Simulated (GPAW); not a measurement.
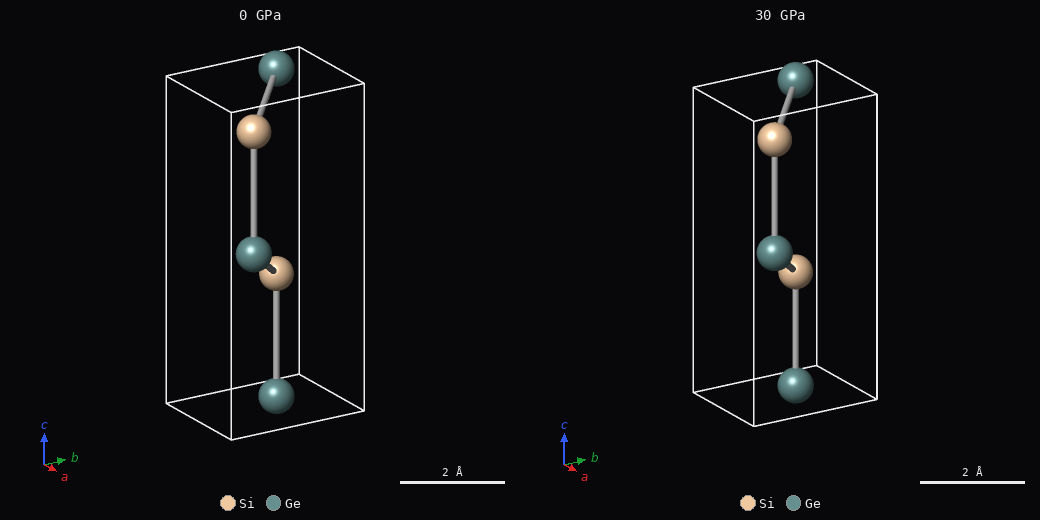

SiGe, wurtzite, space group P6₃mc (No. 186), relaxed (cell and atoms) under a series of hydrostatic pressures; the conventional cell is drawn at the lowest and the highest, to one scale (sticks follow a distance rule). The start was a structure listed in the Materials Project. It needn't be the stable form of this composition.

Alike in all runs: GPAW 26.7.0; functional PBEsol; potentials PAW data sets generated in the run's folder for this functional; cutoff 600 eV; k mesh 7 × 7 × 4 on the run's cell of 4 atoms; occupations fermi-dirac, width 0.05 eV; no spin polarisation; no spin-orbit coupling.

```tsv
pressure (GPa)	volume (Å³/atom)	a (Å)	c (Å)
0.1	21.374	3.911	6.456
2.0	20.896	3.881	6.407
5.0	?	?	?
9.9	19.410	3.787	6.252
20.0	18.078	3.694	6.119
30.0	17.099	3.623	6.017
```

What equation of state do the given rows imply, and what volume does it predict for the missing row?

Answer. The fit gives V0 = 21.39 Å³/atom, B0 = 83 GPa and B0′ = 4.2, which puts the volume at 5.0 GPa at 20.27 Å³/atom. The run gave volume 20.270 Å³/atom; a 3.842 Å; c 6.343 Å.

Which axis yields most up to 30 GPa?

Answer. The axes shrink nearly alike: a −7.4 %, c −6.8 %, against −20.0 % in volume.

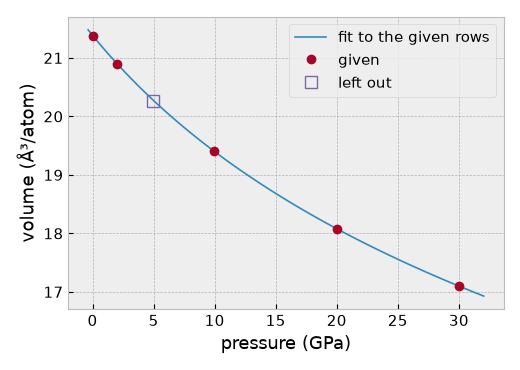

Volume against pressure, with the fit. The structure was kept in its own symmetry, so a change to another phase within this range wouldn't be seen. The gaps aren't listed, since this mesh can miss the band edges.

Caveat: later steps reuse the first step's grids.
